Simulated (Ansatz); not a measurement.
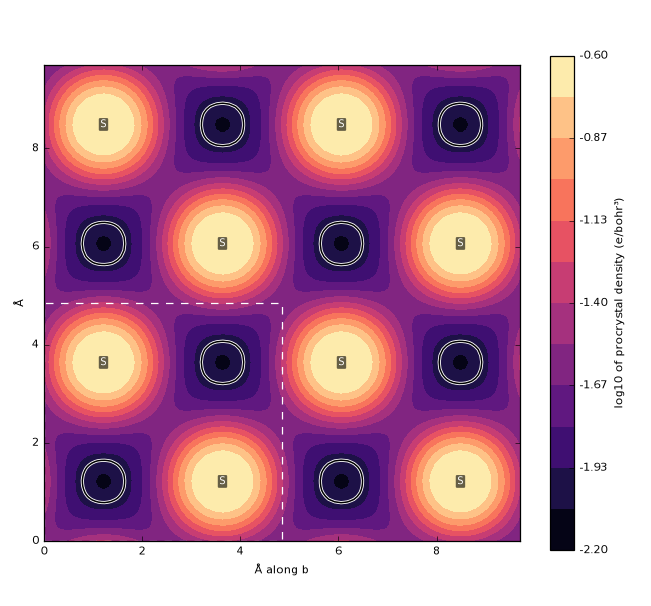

Procrystal electron density of BeS (F-43m, No. 216), computed on the section x = 0.250 (parallel to b and c; the dashed line is one cell). It is the sum of the densities of spherically averaged neutral Hartree-Fock atoms, not a self-consistent density. The black line is the 0.01 e/bohr³ contour that bounds the voids. The usual level for crystal voids is 0.002 e/bohr³; this crystal has almost no region below it, so a higher level is used, which marks the interstitial space of lowest density.

The cell is taken from a calculation's input that goes back to an entry of the Crystallography Open Database (an earlier step may have relaxed or displaced it).

```cif
data_structure
_symmetry_space_group_name_H-M 'F-43m'
_symmetry_Int_Tables_number 216
_cell_length_a 4.8500
_cell_length_b 4.8500
_cell_length_c 4.8500
_cell_angle_alpha 90.000
_cell_angle_beta 90.000
_cell_angle_gamma 90.000
_cell_volume 114.08
loop_
_atom_site_label
_atom_site_type_symbol
_atom_site_symmetry_multiplicity
_atom_site_Wyckoff_symbol
_atom_site_fract_x
_atom_site_fract_y
_atom_site_fract_z
_atom_site_occupancy
Be1 Be 4 a 0.00000 0.00000 0.00000 1
S1 S 4 d 0.25000 0.25000 0.75000 1
```

What share of the cell is void by this measure?

The voids take about 1.7 % of the cell (2 Å³ of 114.1 Å³) and are bounded by about 14 Å² of surface per cell.

Are the voids connected in the whole crystal?

They are isolated pockets that do not connect across cells.

How low does the density fall, and where?

To about 0.0083 e/bohr³ near 0.25, 0.25, 0.25 (fractional), 2.1 Å from the nearest nucleus.

At what density do the voids first join through the crystal?

At about 0.012 e/bohr³, as a three-dimensional network.
